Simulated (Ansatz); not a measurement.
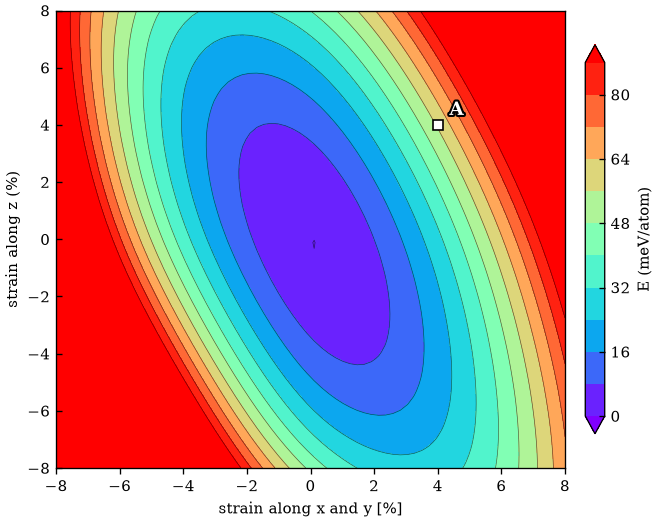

Sn (Fd-3m, No. 227; 2 atoms in the cell). The cell is strained homogeneously, by one strain along x and y and another along z, with fractional coordinates fixed (x, y and z along the cube axes). The first coordinate is: strain along x and y; the second: strain along z. The grid has 5 × 5 points. Points are written as (first, second). All energies are given in meV/atom relative to the lowest grid point. All numbers below come from DFT PBEsol, scalar-relativistic, plane waves, PAW in Ansatz 0.2.0. Settings: cutoff 420 eV, k-mesh 16×16×16, gaussian smearing 0.15 eV, no spin polarisation.

Drawn: filled contours, one colour for all values above the top of the scale, the point A. Between grid points the surface is interpolated.

Which way does the force act at A, and how strong is it?

A, at (4 %, 4 %), is not a stationary point. The computed force is 17 meV/atom for each 1 % towards smaller values of strain along x and y and 8.7 meV/atom for each 1 % towards smaller values of strain along z.
